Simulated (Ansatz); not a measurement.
A series of calculations on AlP and related structures

## 1. Relaxation

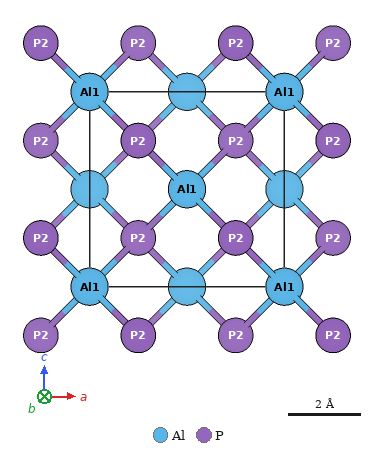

Starting structure of crystalline AlP (set up in F-43m). The picture is a ball-and-stick view of the conventional cell (4 times the calculation's cell), seen along the b axis. Lengths and directions refer to the drawn axes.

Computed with DFT PBE, scalar-relativistic, plane waves, PAW in Ansatz.

The input:
```yaml
crystal:
  lattice:
    - [0.0, 2.7255, 2.7255]
    - [2.7255, 0.0, 2.7255]
    - [2.7255, 2.7255, 0.0]
  atoms:
    - { symbol: Al, position: [0.0, 0.0, 0.0] }
    - { symbol: P, position: [0.75, 0.75, 0.75] }
basis:
  ecutwfc: 420
kpoints:
  mp_grid: { grid: [8, 8, 8] }
hamiltonian:
  xc: pbe
scf:
  occupations: { method: gaussian, width: 0.02 }
output:
  forces: true
  stress: true
  eigenvalues: true
  write_density: true
  write_potential: true
  elf: true
  volumetric_format: npy
relax:
  adjacent_minimum: "off"
  f_tol: 0.005
  max_steps: 80
  cell: { stress_tol: 0.05 }
```

Launched with:
```bash
ansatz run input.yaml --threads 4 --pin off --max-ram 9216MiB --backend cpu --events-out ev --progress --plain --runs-dir out
```

**Predict the outcome.**

The atoms keep their places relative to the cell (all moves are under 0.005 Å). Cell: a = b = c 5.451 → 5.507 Å (+1.0 %). Volume +3.1 %. Near-neighbour distances that change, for instance: Al1–P2 2.360 → 2.385 Å. The space group stays F-43m (No. 216). After 2 accepted moves (3 points after the start) the energy has fallen by 5.3 meV per atom. All forces vanish by symmetry, so only the cell relaxes. Pressure: 2.74 GPa at the start and 0.04 GPa at the end. At 1 point the geometry stayed and the basis and grid were re-selected for the new cell (energy shift of 0.1 meV per atom at most each time). Cost: 3 s on 4 threads of Arm Neoverse N1, with other jobs on the host, peak memory 0.31 GiB.

Step by step:

| step | E − E(0), meV/atom | pressure, GPa | volume, Å³/atom | note |
| --- | --- | --- | --- | --- |
| 0 | 0.00 | 2.74 | 20.246 |  |
| 1 | -4.85 | 0.69 | 20.713 |  |
| 2 | -5.18 | 0.03 | 20.874 |  |
| 3 | -5.33 | 0.04 | 20.874 | same geometry, new basis |

After the run, drawn alike:

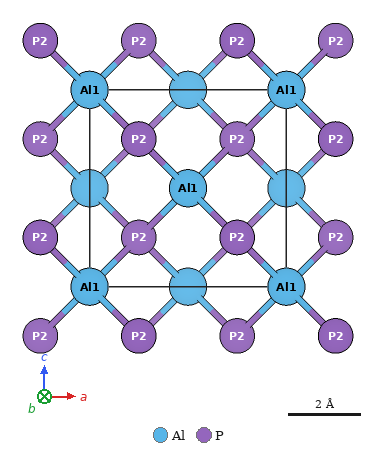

## 2. Relaxation

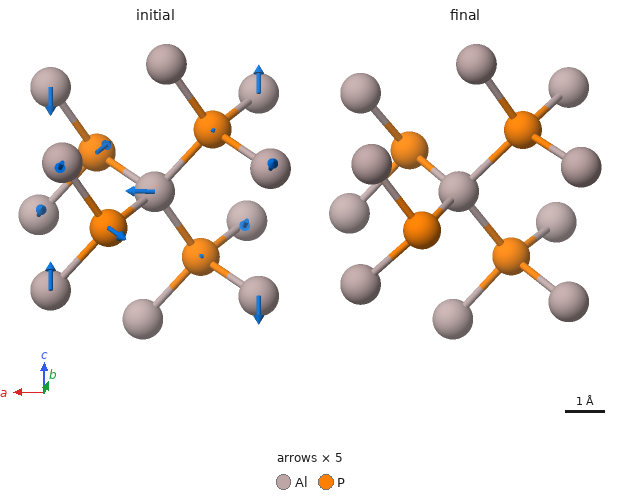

The structure of a defect cell of composition Al7P8 (cell charge −3) before (left) and after (right) a relaxation, at one scale. The blue arrows give the displacements, 5 times their true length.

The picture is a ball-and-stick view of the atoms within 4.2 Å of the atom that moves most (axes of the conventional cell (4 times the calculation's cell)), seen from a free direction. Lengths and directions refer to the drawn axes.

Case: Al vacancy, atoms relaxed.

The calculation used Ansatz 0.2.0, DFT PBE, scalar-relativistic, plane waves, PAW.

The input:
```yaml
crystal:
  lattice:
    - [-5.5068011416, 5.5068011416, 0.0]
    - [-5.5068011416, 0.0, 5.5068011416]
    - [0.0, 5.5068011416, 5.5068011416]
  atoms:
    - { symbol: Al, position: [0.0, 0.5, 0.0] }
    - { symbol: Al, position: [0.5, 0.0, 0.0] }
    - { symbol: Al, position: [0.5, 0.5, 0.5] }
    - { symbol: Al, position: [0.0, 0.0, 0.0] }
    - { symbol: Al, position: [0.0, 0.5, 0.5] }
    - { symbol: Al, position: [0.5, 0.0, 0.5] }
    - { symbol: Al, position: [0.0, 0.0, 0.5] }
    - { symbol: P, position: [0.625, 0.625, 0.125] }
    - { symbol: P, position: [0.125, 0.625, 0.125] }
    - { symbol: P, position: [0.625, 0.125, 0.125] }
    - { symbol: P, position: [0.625, 0.625, 0.625] }
    - { symbol: P, position: [0.125, 0.125, 0.125] }
    - { symbol: P, position: [0.125, 0.625, 0.625] }
    - { symbol: P, position: [0.625, 0.125, 0.625] }
    - { symbol: P, position: [0.125, 0.125, 0.625] }
total_charge: -3
basis:
  ecutwfc: 420
kpoints:
  mp_grid: { grid: [4, 4, 4] }
hamiltonian:
  xc: pbe
scf:
  occupations: { method: gaussian, width: 0.05 }
output:
  forces: true
  stress: true
  eigenvalues: true
  write_density: true
  write_potential: true
  elf: true
  volumetric_format: npy
relax:
  adjacent_minimum: "off"
  f_tol: 0.02
  max_steps: 50
```

Launched with:
```bash
ansatz run input.yaml --threads 4 --pin off --max-ram 9216MiB --backend cpu --events-out ev --progress --plain --runs-dir out
```

Q: Summarise the run.

A: The energy falls by 0.995 eV per cell of the calculation in 3 geometry steps. Largest force component: 1.6 eV/Å at the start, 0.0011 eV/Å at the end. The largest moves, 0.16 Å, are those of Al1, Al2, Al3, Al4, Al5 and Al6. Al4 goes along +a. Largest moves by element: Al 0.16 Å, P 0.15 Å. The lattice vectors keep their values. Near-neighbour distances that change, for instance: Al1–P12 2.385 → 2.473 Å, Al1–P9 2.385 → 2.358 Å, Al7–P12 2.385 → 2.404 Å. Bond angles that change, for instance: P9–Al4–P10 109.5° → 122.5°, Al1–P9–Al4 109.5° → 102.3°, P12–Al4–P15 109.5° → 102.7°. Cost: 26 s on 4 threads of Arm Neoverse N1 (shared host), peak memory 0.69 GiB.

Limits of the set-up: the periodic images lie only 7.8 Å apart, so the values are limited by the cell's size; the cell is charged, on a uniform background, and energies carry no finite-size correction.

## 3. Path

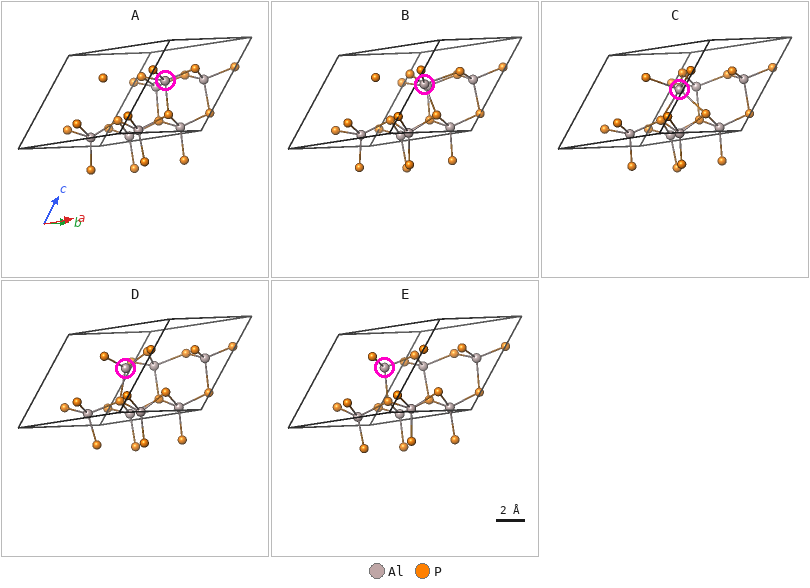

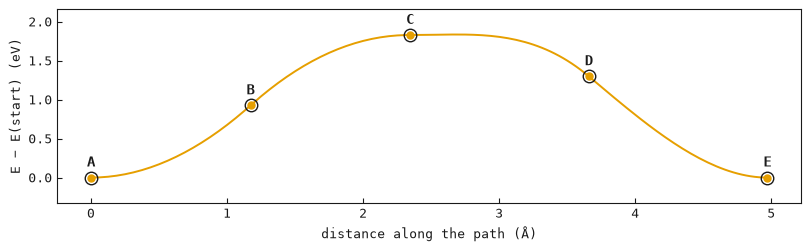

A search for the minimum-energy path of a defect cell of composition Al7P8 (cell charge −3) with an Al vacancy (15 atoms in the cell) by the nudged elastic band. Images are numbered from 0 (start) to 4 (end). Frames A to E are images 0, 1, 2, 3, 4. The picture is a ball-and-stick view of the reduced simulation cell (origin moved), seen from a free direction. The moving atom is ringed, with any periodic copies. Lengths and directions refer to the drawn axes. Bonds to atoms that aren't drawn are left out.

These are results of DFT PBE, scalar-relativistic, plane waves, PAW in Ansatz, not measurements.

Input file:
```yaml
crystal:
  lattice:
    - [-5.5068011416, 5.5068011416, 0.0]
    - [-5.5068011416, 0.0, 5.5068011416]
    - [0.0, 5.5068011416, 5.5068011416]
  atoms:
    - { symbol: Al, position: [-0.0142401751, 0.5142401751, 0.0142401751] }
    - { symbol: Al, position: [0.5142401751, -0.0142401751, 0.0142401751] }
    - { symbol: Al, position: [0.5142401751, 0.5142401751, 0.4857598249] }
    - { symbol: Al, position: [-0.0142401751, -0.0142401751, 0.0142401751] }
    - { symbol: Al, position: [-0.0142401751, 0.5142401751, 0.4857598249] }
    - { symbol: Al, position: [0.5142401751, -0.0142401751, 0.4857598249] }
    - { symbol: Al, position: [0.0, 0.0, 0.5] }
    - { symbol: P, position: [0.617271773, 0.617271773, 0.117271773] }
    - { symbol: P, position: [0.1481846811, 0.617271773, 0.117271773] }
    - { symbol: P, position: [0.617271773, 0.1481846811, 0.117271773] }
    - { symbol: P, position: [0.617271773, 0.617271773, 0.6481846811] }
    - { symbol: P, position: [0.1260463907, 0.1260463907, 0.121860828] }
    - { symbol: P, position: [0.1260463907, 0.621860828, 0.6260463907] }
    - { symbol: P, position: [0.621860828, 0.1260463907, 0.6260463907] }
    - { symbol: P, position: [0.1260463907, 0.1260463907, 0.6260463907] }
total_charge: -3
basis:
  ecutwfc: 420
kpoints:
  mp_grid: { grid: [4, 4, 4] }
hamiltonian:
  xc: pbe
scf:
  occupations: { method: gaussian, width: 0.05 }
output:
  forces: true
neb:
  images: 3
  f_tol: 0.05
  max_iterations: 60
  order_check: false
  final_atoms:
    - { symbol: Al, position: [-0.5142401918, 0.5142401918, 0.0142401918] }
    - { symbol: Al, position: [0.4857598082, -0.0142401918, 0.0142401918] }
    - { symbol: Al, position: [0.4857598082, 0.5142401918, 0.4857598082] }
    - { symbol: Al, position: [0.0142401918, -0.0142401918, 0.0142401918] }
    - { symbol: Al, position: [0.0142401918, 0.5142401918, 0.4857598082] }
    - { symbol: Al, position: [0.5, 0.0, 0.5] }
    - { symbol: Al, position: [0.0142401918, -0.0142401918, 0.4857598082] }
    - { symbol: P, position: [0.6481847198, 0.6172717601, 0.1172717601] }
    - { symbol: P, position: [0.1172717601, 0.6172717601, 0.1172717601] }
    - { symbol: P, position: [0.6260463841, 0.1260463841, 0.1218608477] }
    - { symbol: P, position: [0.6260463841, 0.6218608477, 0.6260463841] }
    - { symbol: P, position: [0.1172717601, 0.1481847198, 0.1172717601] }
    - { symbol: P, position: [0.1172717601, 0.6172717601, 0.6481847198] }
    - { symbol: P, position: [0.6260463841, 0.1260463841, 0.6260463841] }
    - { symbol: P, position: [0.1218608477, 0.1260463841, 0.6260463841] }
  climbing: immediate
```

Command:
```bash
ansatz run input.yaml --threads 4 --pin off --max-ram 9216MiB --backend cpu --events-out ev --progress --plain --runs-dir out
```

> Read off the barrier and say what moves.

It is a vacancy jump: a nearby atom moves into the empty site and leaves its own site empty. An Al atom travels furthest, 3.89 Å from end to end, along −a, on a path that bends up to 0.67 Å away from the straight line. At the highest image its nearest neighbour (P) is 2.34 Å away, against 2.36 Å at the start, and the surrounding atoms stand up to 0.55 Å off the mean of their end positions. The barrier is about 1.83 eV in both directions, with image 2 at the top; the ends have the same energy. The band is converged.

Limits of the set-up: the periodic images lie only 7.8 Å apart, so the values are limited by the cell's size; the cell is charged, on a uniform background, and energies carry no finite-size correction.
